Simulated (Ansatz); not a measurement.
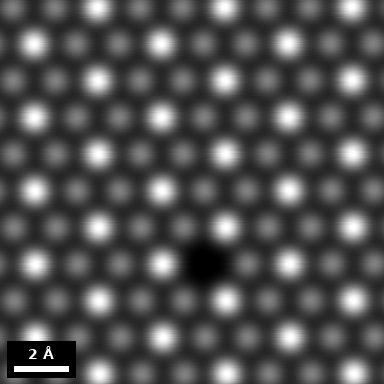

HAADF-like image of Rh (P6_3/mmc, No. 194) along [001]. Simulated incoherent Z contrast: every atom adds Z^1.8 spread by a probe of 0.94 Å full width; channelling and multiple scattering are left out. The probe carries 15 % of its weight in a tail 2.5 times as wide. A slight drift was added.

The sample is 1 repeat (8.7 Å) thick. One point defect was put into the perfect crystal, without relaxing the atoms around it. Brightness is counted from the darkest point of the image. Host structure: the geometry relaxed with DFT, PBEsol, plane waves (420 eV) with PAW, scalar-relativistic (Ansatz 0.2.0); the starting structure was generated, so it need not be a known form of this composition.

Where is the defect (in Å from the left and the top edge), and what does its contrast suggest?

At about 7 Å from the left and 10 Å from the top. The column has all but vanished there, which points to a vacancy or a much lighter atom. The column holds 1 atom (Rh) through the sample, and one Rh atom is missing, so its peak vanishes.
